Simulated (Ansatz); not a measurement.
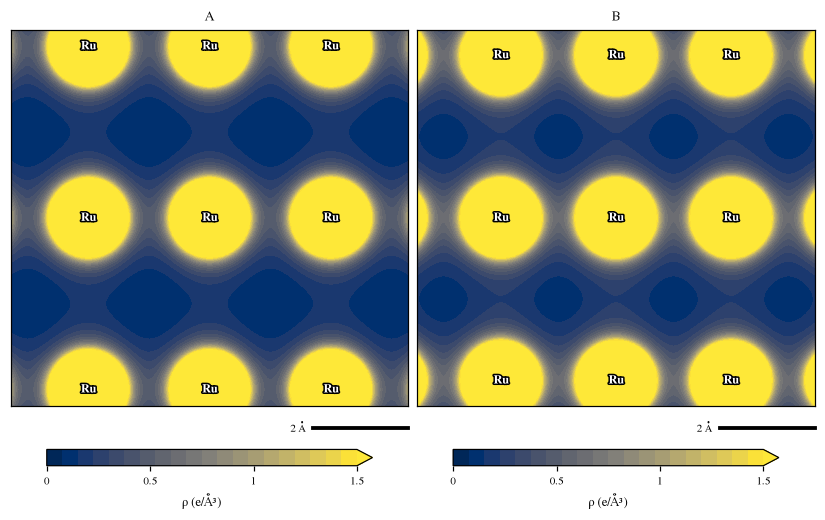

Ru. The valence charge density (pseudo) of two cells that differ in size, on the (101) plane of each (indices in the axes of the calculation cell), at one length scale and on one colour scale: A has 16.7 Å³ an atom and B 14.2.

These are results of Ansatz, DFT, m-r2SCAN, plane waves (500 eV) with PAW, scalar-relativistic, not measurements.

In a PAW calculation such maps are meaningful between the atoms, not at the nuclei.

> What does the compression do to the bonding and the properties?

From the larger cell to the smaller, Ru–Ru goes from 2.56 to 2.42 Å, and the density at its midpoint from 0.48 to 0.61 e/Å³; the pressure goes from −15 to 25 GPa.
